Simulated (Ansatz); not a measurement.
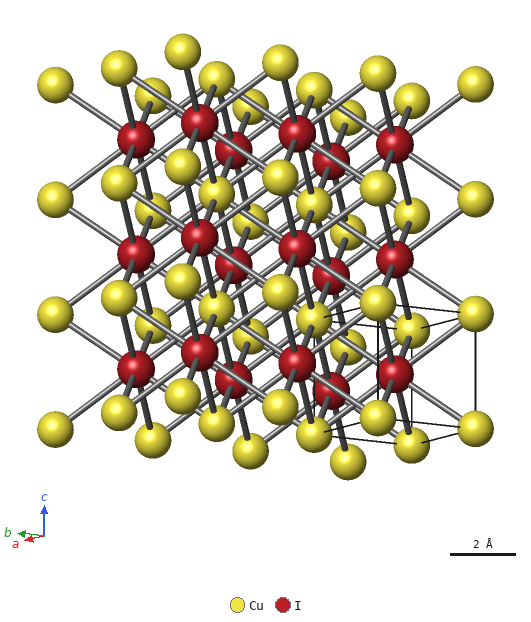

Fig. 1: The structure (ball-and-stick view of the cell of the calculation, repeated 2 × 3 × 3, seen at an oblique angle). Near neighbours in the crystal (not all of them lie inside the picture): Cu has 8 I at 3.11 Å; I has 8 Cu at 3.11 Å.

# Run report: CuI, single-point calculation

System: CuI (2 atoms in the cell).
Method: DFT, r2SCAN, plane waves, PAW, no spin polarisation (Ansatz 0.2.0).

The structure was built on a prototype by a generator. The geometry comes from this level: r2SCAN. It belongs to a series of runs on one base structure; here: volume -6%.

Log
```
scf.n_extra_bands = 4 over 18 filled bands (N_el = 36.0): the run solves 22 bands
Engine: ansatz 0.2.0, aarch64-unknown-linux-gnu
Pseudopotentials: kind: paw
Pseudopotential: Cu, paw, valence charge 19, recommended cutoff 500 eV (meta_gga), Cu.paw.azcp
Pseudopotential: I, paw, valence charge 17, recommended cutoff 500 eV (meta_gga), I.paw.azcp
Functional definition: r2SCAN
  parameter k0 = 0.174
  parameter k1 = 0.065
  parameter a1 = 4.9479
  exchange = r2scan_x(k0 = k0, k1 = k1, a1 = a1)
  correlation = r2scan_c
Crystal: 2 atoms, lattice volume = 46.139 Å³
Basis set: ecut = 500 eV, 1189 PW (Γ), exchange–correlation on 108×108×108 points (64 copies of the dense FFT grid, shifted against one another)
Bands: 22, of which v1, the nominal top of the filled ones, is band 18 counted from 1 (17 counted from 0)
Symmetry: 48 space group operations
Space group: Pm-3m (ITA 221), of the structure as read, at distance tolerance 3.6e-5 Å
k-points: 20 of 216
Non-local potential: Cu, projectors of the file, l = 0: 3, l = 1: 2, l = 2: 3, l = 3: 1
Non-local potential: I, projectors of the file, l = 0: 2, l = 1: 2, l = 2: 2, l = 3: 2
PAW form: soft (Blöchl's): semilocal exchange-correlation on the pseudo side does not see the compensation charge
PAW frozen core: Cu, regenerated for the run's functional (the file was generated under x = pbe(κ = 0.804, μ = 0.2195149727645171), c = pbe(β = 0.06672455060314922))
PAW frozen core: I, regenerated for the run's functional (the file was generated under x = pbe(κ = 0.804, μ = 0.2195149727645171), c = pbe(β = 0.06672455060314922))
PAW one-centre angular grid: Cu, 590 points (default); XC on 160 Gauss nodes
PAW one-centre angular grid: I, 590 points (default); XC on 160 Gauss nodes
Initial density: superposition of atomic densities (neutral atoms: chi_scale 0, normalization atom), corrected by the library's trained network
Initial wavefunctions: pseudopotential atomic-orbital guess
Functional: x = r2scan, c = r2scan; τ floored in thin density (d = 2e-4 eV/Å³)
SCF iter   1: F=—  HF=-14158.159020 eV  |F-HF|=—  |Δ(HF+E_count)|=         —  Δρ=3.43e-2  dr2=3.09e-1  dr2_τ=9.95e-4  ethr=1.77e-3  ⟨swp⟩=5.9  Hψ=2062  notcnv=0
preconditioner: auto → Kerker (q_TF=auto, 2.618 Å⁻¹)  [metal: Δε(μ)=0.026 eV  Ē_g=9.348 eV  σ=0.020 eV  W_gap=0.31  n_scr=18 (ndim 8)  ℏωp=23.2 eV  f_vac=0.000  D(μ)=2.38/eV (n_scr^D=26)]
SCF iter   2: F=—  HF=-14158.139640 eV  |F-HF|=—  |Δ(HF+E_count)|=   1.94e-2  Δρ=1.20e-2  dr2=3.87e-2  dr2_τ=3.21e-3  ethr=8.58e-4  ⟨swp⟩=2.2  Hψ=837  notcnv=0
preconditioner: auto → Resta (q_TF=auto, 2.618 Å⁻¹)  ε∞=7.6  [insulator: Δε(μ)=0.076 eV  Ē_g=9.016 eV  σ=0.020 eV  W_gap=0.69  n_scr=18 (ndim 8)  ℏωp=23.2 eV  f_vac=0.000  D(μ)=1.37/eV (n_scr^D=6)  ε∞_Penn≈7.6]
SCF iter   3: F=—  HF=-14158.118858 eV  |F-HF|=—  |Δ(HF+E_count)|=   2.08e-2  Δρ=9.10e-3  dr2=2.68e-2  dr2_τ=2.42e-4  ethr=1.07e-4  ⟨swp⟩=2.6  Hψ=901  notcnv=0
SCF iter   4: F=—  HF=-14158.114557 eV  |F-HF|=—  |Δ(HF+E_count)|=   4.30e-3  Δρ=1.50e-3  dr2=1.22e-3  dr2_τ=5.26e-5  ethr=7.44e-5  ⟨swp⟩=2.0  Hψ=700  notcnv=0
SCF iter   5: F=—  HF=-14158.114975 eV  |F-HF|=—  |Δ(HF+E_count)|=   4.17e-4  Δρ=6.95e-4  dr2=2.21e-4  dr2_τ=4.95e-6  ethr=3.40e-6  ⟨swp⟩=2.0  Hψ=671  notcnv=0
SCF iter   6: F=—  HF=-14158.114974 eV  |F-HF|=—  |Δ(HF+E_count)|=   5.35e-7  Δρ=1.72e-4  dr2=8.51e-6  dr2_τ=9.07e-8  ethr=6.14e-7  ⟨swp⟩=2.0  Hψ=588  notcnv=0
SCF iter   7: F=—  HF=-14158.114969 eV  |F-HF|=—  |Δ(HF+E_count)|=   5.61e-6  Δρ=2.81e-5  dr2=2.70e-7  dr2_τ=6.19e-9  ethr=2.36e-8  ⟨swp⟩=2.5  Hψ=702  notcnv=0
SCF iter   8: F=-14158.114969 eV  HF=-14158.114969 eV  |F-HF|=1.21e-8  |Δ(HF+E_count)|=   3.37e-7  Δρ=5.88e-6  dr2=1.23e-8  dr2_τ=6.64e-10  ethr=2.78e-10  ⟨swp⟩=6.7  Hψ=2002  notcnv=0
SCF 1 converged in 8 iterations: F = -14158.114969 eV  dr2 = 1.23e-8
  greatest PAW one-centre occupation: 1.000 electrons in one spin orbital (limit 2), on the Cu atom at site 0 (counted from 0), in its partial waves of l = 1
```

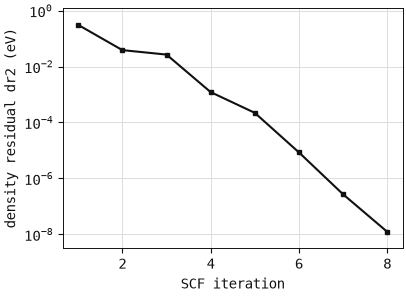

Fig. 2: Convergence of the self-consistent field: density residual dr2 against the SCF iteration. The residual falls at every step.

```
SCF converged after 8 iterations
Free energy (F): -14158.114969 eV
Harris-Foulkes:  -14158.114969 eV  (|F-HF|=1.21e-8)
Internal energy: -14158.113037 eV  (E = F + TS)
E sigma→0 (E₀):  -14158.114003 eV
Entropy (-TS):   -0.001932 eV (-0.966 meV/atom)
Fermi energy:    10.699098 eV
--- Per-component energies (eV) ---
  E_band       = -798.648277
  E_kinetic    = 490.207357
  E_local      = -6571.651352  (includes V_loc(G=0)·N_el)
  E_nonlocal   = 326.471492
  E_hartree    = 3076.443815
  E_xc         = -201.387208
  E_vxc        = -258.346385  (∫ρ·V_xc dr)
  E_paw        = -6535.907656  (= ΣΔE_a)
  E_vpaw       = -954.206704  (= ΣTr[D̂ρ^β])
  E_aug_tail   = 0.000116  (compensation charges beyond the density's cutoff)
  E_vtau       = 15.984632  (kinetic-family band-sum trace: ∫τ·v_τ [+ j·A + Jᵃ·Aᵃ] dr)
  E_ewald      = -4742.061547
  E_core_change = -0.228055  (= ΣΔE_core)
  E_smearing   = -0.001932  (= −TS)
  E_closure    = 0.000000  (closes the sum)
  Σ components = -14158.114969   (vs F -14158.114969, Δ=0.00e0)
--- Forces (eV/Å), atoms counted from 1 ---
  atom   1  Cu    -0.00000000     0.00000000     0.00000000
  atom   2  I      0.00000000    -0.00000000    -0.00000000
  max |Σ_I F_I| component: 8.09e-30 eV/Å
--- Stress (GPa, compression-positive) ---
        2.375446      -0.000000       0.000000
        0.000000       2.375446       0.000000
        0.000000       0.000000       2.375446
  P = ⅓ Tr σ = 2.3754 GPa (23.754 kbar)
--- Band table (eV; the first three rows and the last of 20) ---
  k-point 0: bands = ["-104.5261", "-60.4123", "-60.4123", "-60.4123", "-35.4839", "-35.4839", "-35.4749", "-35.4749", "-35.4749", "-3.9595", "8.5524", "8.5524", "8.9086", "8.9086", "8.9086", "8.9866", "8.9866", "8.9866", "11.0167", "16.5490", "16.5490", "21.9724"]
  k-point 1: bands = ["-104.5261", "-60.4124", "-60.4122", "-60.4122", "-35.4838", "-35.4820", "-35.4753", "-35.4753", "-35.4748", "-3.7706", "6.9339", "8.5017", "8.5017", "8.5790", "8.8488", "8.9913", "9.6003", "9.6003", "12.2203", "16.7209", "17.7344", "20.4435"]
  k-point 2: bands = ["-104.5261", "-60.4126", "-60.4122", "-60.4122", "-35.4838", "-35.4781", "-35.4762", "-35.4762", "-35.4748", "-3.3304", "4.8592", "8.2504", "8.2504", "8.6327", "9.0008", "9.0545", "10.3479", "10.3479", "13.5271", "17.1737", "17.1785", "18.3716"]
  k-point 19: bands = ["-104.5261", "-60.4127", "-60.4127", "-60.4127", "-35.4783", "-35.4783", "-35.4783", "-35.4722", "-35.4722", "-1.5470", "6.0070", "6.0070", "6.0070", "9.1569", "9.1569", "9.8903", "9.8903", "9.8903", "12.6452", "12.6452", "12.6452", "13.1876"]
```

This output came from the following input.

Input file
```yaml
crystal:
  lattice:
    - [3.5866464148, 0.0, 0.0]
    - [0.0, 3.5866464148, 0.0]
    - [0.0, 0.0, 3.5866464148]
  atoms:
    - { symbol: Cu, position: [0.0, 0.0, 0.0] }
    - { symbol: I, position: [0.5, 0.5, 0.5] }
kpoints:
  mp_grid: { grid: [6, 6, 6] }
hamiltonian:
  xc: r2scan
scf:
  occupations: { method: fermi_dirac, width: 0.02 }
  n_extra_bands: 4
output:
  forces: true
  stress: true
  eigenvalues: true
```

Launch command:
```bash
ansatz run input.yaml --threads 2 --pin off --max-ram 2764MiB --backend cpu --events-out ev --progress --plain --runs-dir out
```

Results in brief

- outcome: converged
- space group (tolerance 0.01 Å): Pm-3m (221)
- electrons treated: 36
- free energy: −14158.1150 eV
- Fermi energy: 10.699 eV
- band gap: none (metallic)
- pressure: 2.38 GPa
- largest force (length of the vector): under 0.001 eV/Å
- hardware: 2 threads of Arm Neoverse V1, 24 GiB of memory available, shared host
- wall time: 2.6 s (CPU time 4.7 s)
- peak memory: 0.39 GiB
